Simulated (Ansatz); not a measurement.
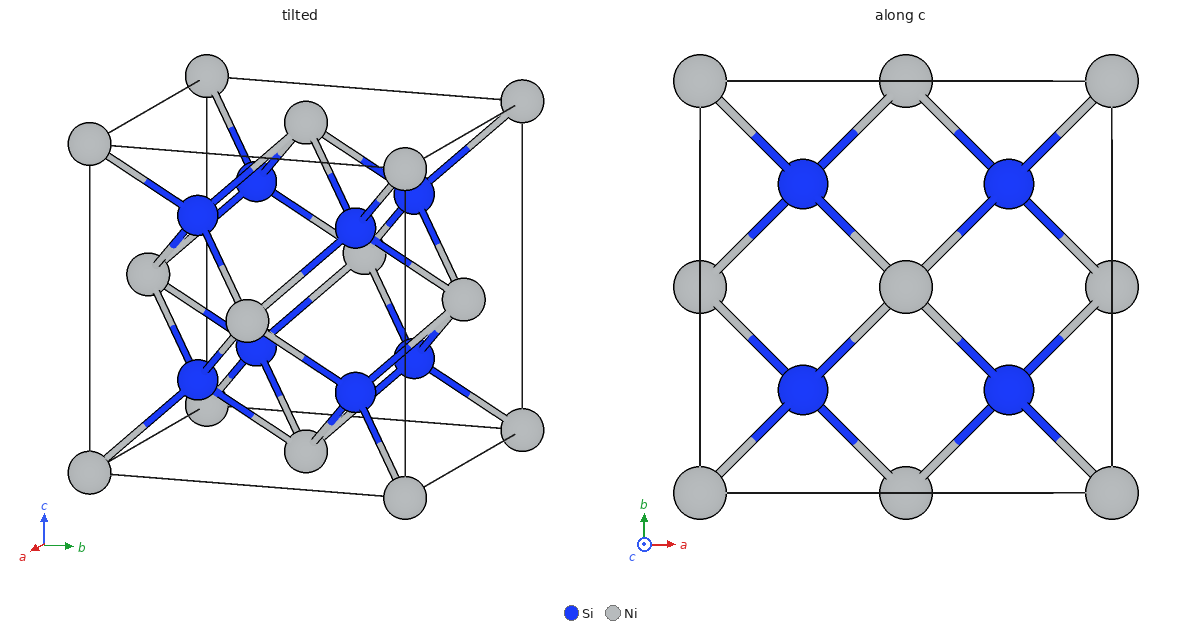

Crystal structure, ball-and-stick style, seen slightly off an axis and along the c axis. The conventional unit cell is drawn as a box.

Describe the arrangement of the atoms.

- The material is Si$_{2}$Ni.
- Space group: Fm-3m (No. 225). Lattice: face-centred cubic.
- Structure type: fluorite (CaF₂ type).
- One cell contains 8 Si, 4 Ni, 12 atoms in all.
- Si bonds to four Ni in a tetrahedral arrangement. Each Ni has eight Si in a cubic arrangement.
- The bonds build a three-dimensional framework.

The model was built from a structure listed in the Materials Project. It was relaxed with Ansatz 0.2.0, DFT PBE, scalar-relativistic, plane waves, PAW under a constraint or pressure on the cell, so some stress remains.
